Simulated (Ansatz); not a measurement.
Consider Zn.

Input

```
crystal:
  lattice:
    - [2.7713899753, 0.0, 0.0]
    - [-1.3856949877, 2.4000941224, 0.0]
    - [0.0, 0.0, 5.342436]
  atoms:
    - { symbol: Zn, position: [0.3333333333, 0.6666666667, 0.25] }
    - { symbol: Zn, position: [0.6666666667, 0.3333333333, 0.75] }
basis:
  ecutwfc: 420
kpoints:
  mp_grid: { grid: [24, 24, 10] }
hamiltonian:
  xc: pbesol
scf:
  occupations: { method: gaussian, width: 0.15 }
output:
  forces: true
  stress: true
  eigenvalues: true
  write_density: true
  write_potential: true
  elf: true
  volumetric_format: npy
```

Launched as:

```sh
ansatz run input.yaml --threads 1 --pin off --max-ram 2560MiB --backend cpu --events-out ev --progress --plain --runs-dir out
```

Below, planes, directions and counts refer to the conventional cell (a = 2.77 Å, b = 2.77 Å, c = 5.34 Å, α = 90.00°, β = 90.00°, γ = 120.00°).

Space group P6₃/mmc; changed on purpose from its base cell (strain +0.040 along x and y, +0.080 along z, atoms carried along); computed pressure about −11 GPa in this cell.

Method: Ansatz 0.2.0, DFT PBEsol, scalar-relativistic, plane waves, PAW.

Q: Predict the valence pseudo-density and electron localisation function between the atoms.

A: Zn–Zn (2.77 Å): the density is about 0.21 e/Å³ at the midpoint; the ELF is about 0.35 at the midpoint.

Q: Metal or insulator at this level of theory?

A: It is metallic or semimetallic at this level of theory: no gap opens.

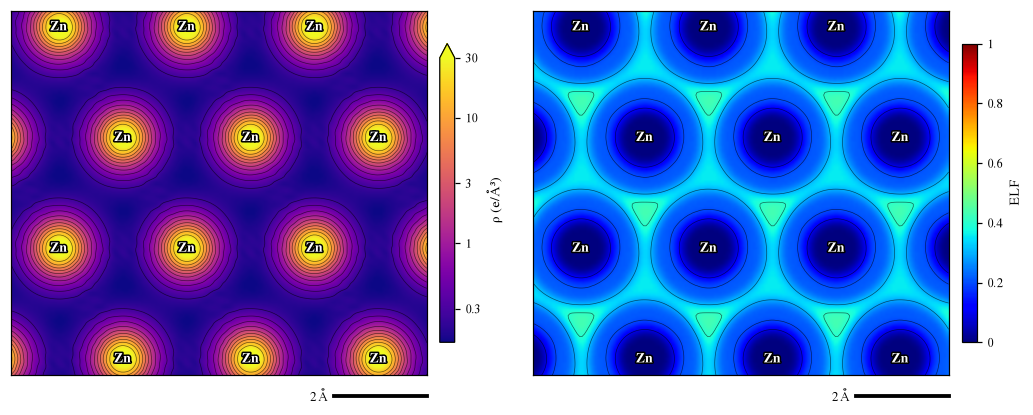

Computed valence pseudo-density and electron localisation function on the (001) plane of the conventional cell, in this order. 
